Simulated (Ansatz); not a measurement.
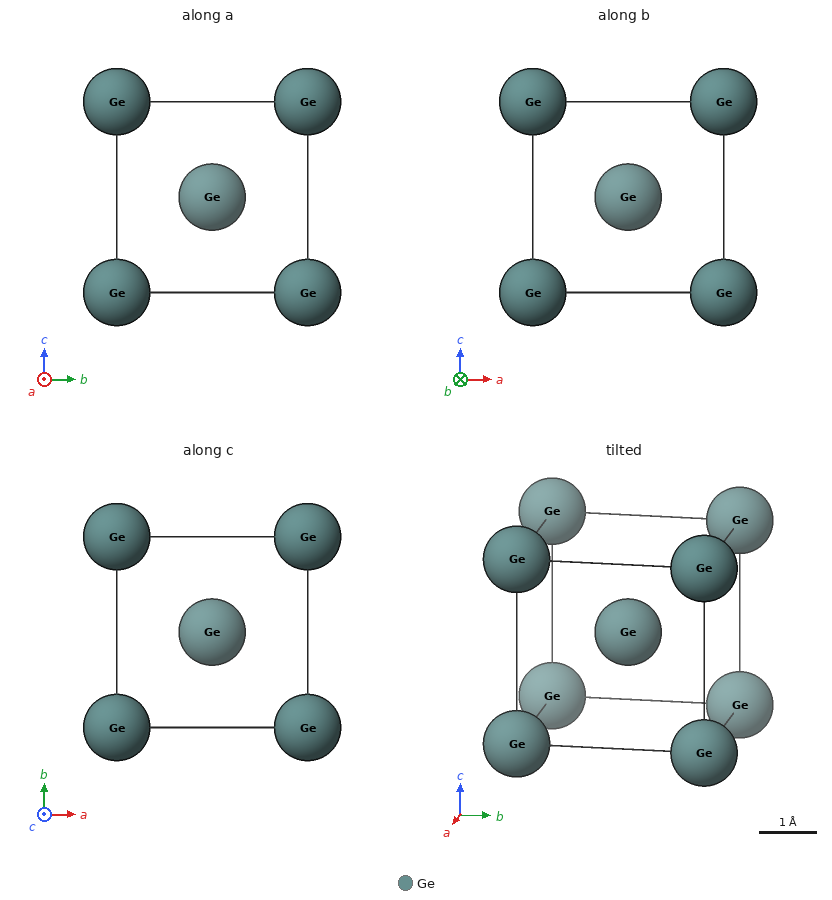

The crystal in a spheres-only representation, seen along the a axis, along the b axis, along the c axis and slightly off an axis. One conventional unit cell is framed, with atoms on its boundary repeated.

Lattice parameters: a = 3.402 Å, b = 3.402 Å, c = 3.402 Å, α = 90.00°, β = 90.00°, γ = 90.00°.

### Reconstruct the structure as a table of Wyckoff sites.

Space group Im-3m (No. 229).
```
atom  site       x       y       z
  Ge    2a  0.0000  0.0000  0.0000
```

Starting structure: a structure type filled with this element by a generator (whether the element takes this form wasn't checked). Relaxation method: DFT, revPBE, plane waves (420 eV) with PAW, scalar-relativistic in Ansatz 0.2.0.
